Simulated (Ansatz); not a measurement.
# What a change does: geometry relaxation on NiSi₅

System: NiSi₅ (interface cell, 12 atoms in the cell, total charge −1).
Method of run 1: DFT, r2SCAN, plane waves, PAW, Ueff = 5 eV on Ni d, no spin polarisation (Ansatz 0.2.0).

The structure derives from a Materials Project entry. Text and figures count atoms from 1; the logs count them from 0 in places.

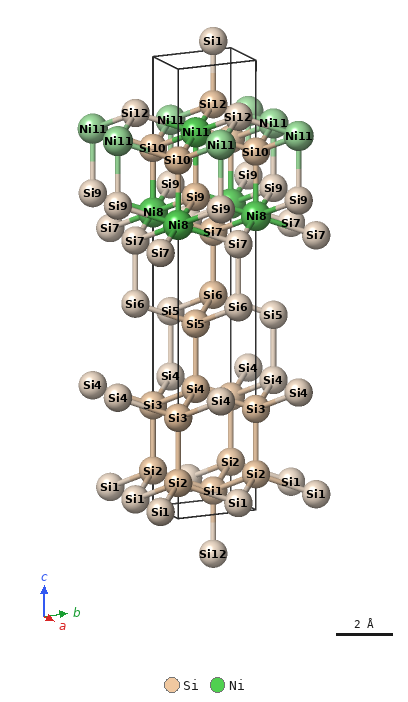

The structure as given in the input (ball-and-stick view of the cell of the calculation, seen slightly off an axis; neighbours outside the cell are drawn fainter; atoms are numbered from 1 in the order of the input).

## Input, run 1
```yaml
crystal:
  lattice:
    - [3.8492788677, 0.0, 0.0]
    - [-1.9246394338, 3.3335732856, 0.0]
    - [0.0, 0.0, 16.2370312425]
  atoms:
    - { symbol: Si, position: [0.3333333333, 0.6666666667, 0.0307938066] }
    - { symbol: Si, position: [0.0, 1.0, 0.0791850887] }
    - { symbol: Si, position: [0.0, 1.0, 0.2243589348] }
    - { symbol: Si, position: [-0.3333333333, 1.3333333333, 0.2727502169] }
    - { symbol: Si, position: [-0.3333333333, 1.3333333333, 0.4179240631] }
    - { symbol: Si, position: [-0.6666666667, 1.6666666667, 0.4663153451] }
    - { symbol: Si, position: [-0.6666666667, 1.6666666667, 0.6067351033] }
    - { symbol: Ni, position: [-1.0001075847, 1.0001075847, 0.6534799793] }
    - { symbol: Si, position: [-0.3335485028, 1.3335485028, 0.7002248553] }
    - { symbol: Si, position: [-0.99985654, 1.99985654, 0.7968842965] }
    - { symbol: Ni, position: [-1.3332974581, 1.3332974581, 0.8436291725] }
    - { symbol: Si, position: [-0.6667383761, 1.6667383761, 0.8903740485] }
basis:
  ecutwfc: 500
kpoints:
  mp_grid: { grid: [9, 9, 2] }
hamiltonian:
  xc: r2scan
  hubbard: { sites: [{ species: Ni, l: d, u_eff: 5.0 }], double_counting: fll }
scf:
  occupations: { method: gaussian, width: 0.1 }
output:
  forces: true
  eigenvalues: true
  stress: true
relax:
  adjacent_minimum: "off"
  f_tol: 0.02
  max_steps: 70
  cell: { fix: [a, b, gamma, alpha, beta], stress_tol: 0.15 }
total_charge: -1
```

Launched with:
```bash
ansatz run input.yaml --threads 8 --pin off --max-ram 20480MiB --backend cpu --events-out ev --progress --plain --runs-dir out
```

Hardware: 8 threads of Intel Xeon @ 2.10GHz (Emerald Rapids), 189 GiB of memory available, shared host.

## Output, shortened to warnings, some set-up lines, iterations and results (run 1)
```
Basis set: ecut = 500 eV, 5177 PW (Γ), exchange–correlation on 120×120×480 points (64 copies of the dense FFT grid, shifted against one another)
Symmetry: 2 space group operations
k-points: 50 of 162 (time reversal used)
Initial density: superposition of atomic densities (chi_scale 0.1, normalization cell, long waves of neutral atoms scaled as one to the charged cell's electrons under a Hubbard term (reshape's long-wave potential 0.07 eV rms, …
[...]
SCF iter   1: F=—  HF=-18082.292990 eV  |F-HF|=—  |Δ(HF+E_count)|=         —  Δρ=2.05e-1  dr2=6.36e2  dr2_τ=3.54e-1  ethr=3.10e-3  ⟨swp⟩=10.1  Hψ=13616  notcnv=0
SCF iter   2: F=—  HF=-18089.844092 eV  |F-HF|=—  |Δ(HF+E_count)|=    7.55e0  Δρ=2.73e-1  dr2=1.10e2  dr2_τ=2.63e-1  ethr=3.10e-3  ⟨swp⟩=5.0  Hψ=8535  notcnv=0  defer=193
SCF iter   3: F=—  HF=-18074.154792 eV  |F-HF|=—  |Δ(HF+E_count)|=    1.57e1  Δρ=1.38e-1  dr2=5.81e1  dr2_τ=1.63e-1  ethr=3.10e-3  ⟨swp⟩=3.8  Hψ=6708  notcnv=0  defer=235
SCF iter   4: F=—  HF=-18070.838181 eV  |F-HF|=—  |Δ(HF+E_count)|=    3.32e0  Δρ=1.06e-1  dr2=3.44e1  dr2_τ=3.06e-1  ethr=3.10e-3  ⟨swp⟩=4.0  Hψ=6761  notcnv=0  defer=240
SCF iter   5: F=—  HF=-18069.653818 eV  |F-HF|=—  |Δ(HF+E_count)|=    1.18e0  Δρ=3.19e-2  dr2=5.07e0  dr2_τ=1.20e-2  ethr=3.10e-3  ⟨swp⟩=4.1  Hψ=4605  notcnv=0  defer=224
[... 63 lines ...]
SCF iter   6: F=—  HF=-18069.429100 eV  |F-HF|=—  |Δ(HF+E_count)|=   1.04e-9  Δρ=2.04e-6  dr2=6.72e-9  dr2_τ=2.05e-11  ethr=9.85e-12  ⟨swp⟩=2.0  Hψ=3525  notcnv=0
SCF iter   7: F=—  HF=-18069.429100 eV  |F-HF|=—  |Δ(HF+E_count)|=  6.18e-10  Δρ=7.41e-7  dr2=1.20e-9  dr2_τ=6.36e-12  ethr=8.72e-12  ⟨swp⟩=2.0  Hψ=3453  notcnv=0
SCF iter   8: F=-18069.429100 eV  HF=-18069.429100 eV  |F-HF|=1.49e-10  |Δ(HF+E_count)|=  6.55e-11  Δρ=1.65e-7  dr2=1.94e-10  dr2_τ=7.02e-13  ethr=1.40e-12  ⟨swp⟩=5.3  …
SCF 6 converged in 8 iterations: F = -18069.429100 eV  dr2 = 1.94e-10
relax step   6: F+E_penalty+E_count = -18069.42909977 eV  Δ(F+E_penalty+E_count) = +7.383e-4 eV  max|allowed force component| = 1.444e-2 eV/Å  Δτ_max = 0.0000 Å  P = -2.166 …
basis re-selected at this cell: Δ(F+E_penalty+E_count) = +7.383e-4 eV, ΔP = +0.001 GPa vs the last step (what re-selecting the basis moved, of the pressure what is left beyond the Pulay correction that the steps carried, after the strain that the cell walked since its last selection, with what the …
SCF converged after 8 iterations
Free energy (F): -18069.429100 eV
Harris-Foulkes:  -18069.429100 eV  (|F-HF|=1.49e-10)
Internal energy: -18069.417903 eV  (E = F + TS)
E sigma→0 (E₀):  -18069.423501 eV
Entropy (-TS):   -0.011197 eV (-0.933 meV/atom)
Fermi energy:    9.156215 eV
--- Per-component energies (eV) ---
  E_band       = -858.913582
  E_kinetic    = 1003.205181
  E_local      = -20950.813942  (includes V_loc(G=0)·N_el)
  E_nonlocal   = 1538.930604
  E_hartree    = 9733.645209
  E_xc         = -688.785568
  E_vxc        = -756.916755  (∫ρ·V_xc dr)
  E_hubbard    = 4.224410  (on-site DFT+U / exact-exchange correction)
  E_vhub       = -36.798609  (the Hubbard potential's part of the band-sum identity)
  E_paw        = -8492.979915  (= ΣΔE_a)
  E_vpaw       = -1163.256292  (= ΣTr[D̂ρ^β])
  E_aug_tail   = 0.000540  (compensation charges beyond the density's cutoff)
  E_vtau       = 39.446975  (kinetic-family band-sum trace: ∫τ·v_τ [+ j·A + Jᵃ·Aᵃ] dr)
  E_ewald      = -215.479955
  E_core_change = -1.364467  (= ΣΔE_core)
  E_smearing   = -0.011197  (= −TS)
  E_closure    = 0.000000  (closes the sum)
  E_deformation_potential = -15.220577  (in the stress; not in F)
  Σ components = -18069.429100   (vs F -18069.429100, Δ=0.00e0)
--- Forces (eV/Å), atoms counted from 1 ---
  atom   1  Si    -0.00006490     0.00003747    -0.00682351
  atom   2  Si     0.00005146    -0.00002971    -0.00728601
  atom   3  Si    -0.00004551     0.00002628    -0.00434907
  atom   4  Si     0.00004918    -0.00002839     0.00434364
  atom   5  Si    -0.00004592     0.00002651     0.00729213
  atom   6  Si     0.00004064    -0.00002346     0.00681894
  atom   7  Si    -0.00018202     0.00010509     0.01443593
  atom   8  Ni     0.00017554    -0.00010135    -0.00447590
  atom   9  Si     0.00016781    -0.00009688    -0.00847444
  atom  10  Si    -0.00016472     0.00009510     0.00841703
  atom  11  Ni    -0.00015945     0.00009206     0.00453720
  atom  12  Si     0.00017801    -0.00010278    -0.01443471
[...]
```

The input of run 2 differs as follows (lines with − go, lines with + come):
```diff
-  hubbard: { sites: [{ species: Ni, l: d, u_eff: 5.0 }], double_counting: fll }
+  populations: true
-total_charge: -1
```

What does this change do to the results?

The total energies belong to different systems, so their difference says nothing on which is more stable or more accurate. A charged cell is computed with a uniform neutralising background, so its energy and pressure depend on the cell and aren't those of a real crystal. The SCF takes 57 iterations over all geometry steps against 61. The two runs start from different initial densities, which also moves the count.

## Output, shortened to warnings, some set-up lines, iterations and results (run 2)
```
Basis set: ecut = 500 eV, 5177 PW (Γ), exchange–correlation on 120×120×480 points (64 copies of the dense FFT grid, shifted against one another)
Symmetry: 2 space group operations
k-points: 50 of 162 (time reversal used)
Initial density: superposition of atomic densities (neutral atoms: chi_scale 0, normalization atom), corrected by the library's trained network
[...]
SCF iter   1: F=—  HF=-18082.423280 eV  |F-HF|=—  |Δ(HF+E_count)|=         —  Δρ=1.75e-2  dr2=5.70e-1  dr2_τ=1.70e-1  ethr=1.77e-3  ⟨swp⟩=7.7  Hψ=11647  notcnv=0  defer=22
SCF iter   2: F=—  HF=-18082.684509 eV  |F-HF|=—  |Δ(HF+E_count)|=   2.61e-1  Δρ=2.73e-2  dr2=1.14e0  dr2_τ=4.38e-3  ethr=7.50e-4  ⟨swp⟩=2.6  Hψ=4604  notcnv=0  defer=244
SCF iter   3: F=—  HF=-18082.574778 eV  |F-HF|=—  |Δ(HF+E_count)|=   1.10e-1  Δρ=6.75e-3  dr2=1.10e-1  dr2_τ=6.26e-4  ethr=7.50e-4  ⟨swp⟩=2.0  Hψ=3439  notcnv=0  defer=244
SCF iter   4: F=—  HF=-18082.562647 eV  |F-HF|=—  |Δ(HF+E_count)|=   1.21e-2  Δρ=3.75e-3  dr2=4.37e-2  dr2_τ=3.87e-5  ethr=1.45e-4  ⟨swp⟩=2.0  Hψ=3130  notcnv=0  defer=243
SCF iter   5: F=—  HF=-18082.561234 eV  |F-HF|=—  |Δ(HF+E_count)|=   1.41e-3  Δρ=1.96e-3  dr2=1.90e-2  dr2_τ=2.92e-5  ethr=5.75e-5  ⟨swp⟩=1.0  Hψ=2281  notcnv=0  defer=243
[... 59 lines ...]
SCF iter   5: F=—  HF=-18082.910833 eV  |F-HF|=—  |Δ(HF+E_count)|=   1.24e-9  Δρ=2.21e-6  dr2=9.95e-9  dr2_τ=7.33e-11  ethr=1.85e-11  ⟨swp⟩=2.0  Hψ=3323  notcnv=0
SCF iter   6: F=—  HF=-18082.910833 eV  |F-HF|=—  |Δ(HF+E_count)|=  2.91e-10  Δρ=1.12e-6  dr2=3.47e-9  dr2_τ=3.09e-11  ethr=1.31e-11  ⟨swp⟩=1.0  Hψ=2500  notcnv=0
SCF iter   7: F=-18082.910833 eV  HF=-18082.910833 eV  |F-HF|=6.91e-11  |Δ(HF+E_count)|=  7.60e-10  Δρ=4.09e-7  dr2=3.46e-10  dr2_τ=1.94e-12  ethr=1.42e-12  ⟨swp⟩=4.9  …
SCF 6 converged in 7 iterations: F = -18082.910833 eV  dr2 = 3.46e-10
relax step   6: F+E_penalty+E_count = -18082.91083261 eV  Δ(F+E_penalty+E_count) = +2.234e-4 eV  max|allowed force component| = 8.542e-3 eV/Å  Δτ_max = 0.0000 Å  P = -0.570 …
basis re-selected at this cell: Δ(F+E_penalty+E_count) = +2.234e-4 eV, ΔP = +0.000 GPa vs the last step (what re-selecting the basis moved, of the pressure what is left beyond the Pulay correction that the steps carried, after the strain that the cell walked since its last selection, with what the …
SCF converged after 7 iterations
Free energy (F): -18082.910833 eV
Harris-Foulkes:  -18082.910833 eV  (|F-HF|=6.91e-11)
Internal energy: -18082.904232 eV  (E = F + TS)
E sigma→0 (E₀):  -18082.907532 eV
Entropy (-TS):   -0.006600 eV (-0.550 meV/atom)
Fermi energy:    8.449631 eV
--- Per-component energies (eV) ---
  E_band       = -891.571863
  E_kinetic    = 982.991623
  E_local      = -21322.846159  (includes V_loc(G=0)·N_el)
  E_nonlocal   = 1518.990538
  E_hartree    = 9886.940138
  E_xc         = -678.769240
  E_vxc        = -742.496857  (∫ρ·V_xc dr)
  E_paw        = -8479.950147  (= ΣΔE_a)
  E_vpaw       = -1140.631333  (= ΣTr[D̂ρ^β])
  E_aug_tail   = 0.000537  (compensation charges beyond the density's cutoff)
  E_vtau       = 38.538149  (kinetic-family band-sum trace: ∫τ·v_τ [+ j·A + Jᵃ·Aᵃ] dr)
  E_ewald      = 11.102945
  E_core_change = -1.364467  (= ΣΔE_core)
  E_smearing   = -0.006600  (= −TS)
  E_closure    = -0.000000  (closes the sum)
  Σ components = -18082.910833   (vs F -18082.910833, Δ=0.00e0)
--- Forces (eV/Å), atoms counted from 1 ---
  atom   1  Si     0.00003043    -0.00001757    -0.00218515
  atom   2  Si     0.00000092    -0.00000053     0.00069931
  atom   3  Si    -0.00000638     0.00000368    -0.00088029
  atom   4  Si     0.00000168    -0.00000097     0.00087603
  atom   5  Si     0.00000402    -0.00000232    -0.00068524
  atom   6  Si    -0.00002648     0.00001529     0.00219728
  atom   7  Si     0.00008345    -0.00004818     0.00132927
  atom   8  Ni     0.00007246    -0.00004184    -0.00854141
  atom   9  Si     0.00004845    -0.00002798    -0.00728740
  atom  10  Si    -0.00004759     0.00002748     0.00735094
  atom  11  Ni    -0.00007195     0.00004154     0.00850444
  atom  12  Si    -0.00008894     0.00005135    -0.00137633
  max |Σ_I F_I| component: 1.43e-6 eV/Å
--- Stress (GPa, compression-positive) ---
       -0.859310       0.000117       0.000992
        0.000117      -0.859175      -0.000573
        0.000992      -0.000573       0.007827
  P = ⅓ Tr σ = -0.5702 GPa (-5.702 kbar)
[...]
```

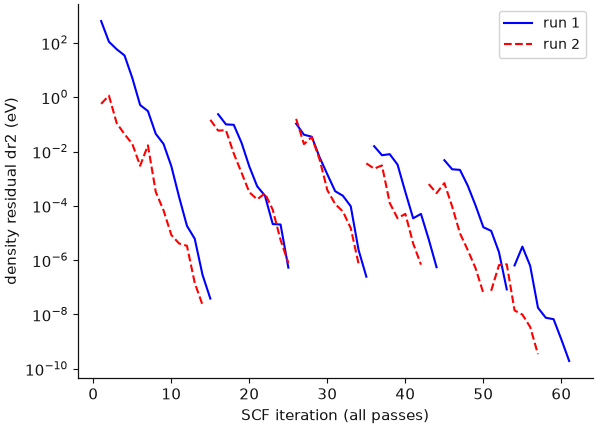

Convergence of the two runs: density residual dr2 against the SCF iteration. A break in a curve parts two SCF passes. Run 1 takes 61 iterations in all, and run 2 takes 57.

## The two runs side by side

| quantity | run 1 | run 2 |
| --- | --- | --- |
| outcome | converged | converged |
| free energy per atom (eV) | −1505.7858 | −1506.9092 |
| energy per atom, smearing taken to zero (eV) | −1505.7853 | −1506.9090 |
| gap on the mesh (eV) | 0.00 | 0.00 |
| largest force (eV/Å) | 0.014 | 0.009 |
| SCF iterations | 61 | 57 |
| irreducible k-points | 50 | 50 |
| wall time (shared host) | 2.2 min | 2.1 min |

For both runs: The run has no spin polarisation, so a magnetic state may lie lower.
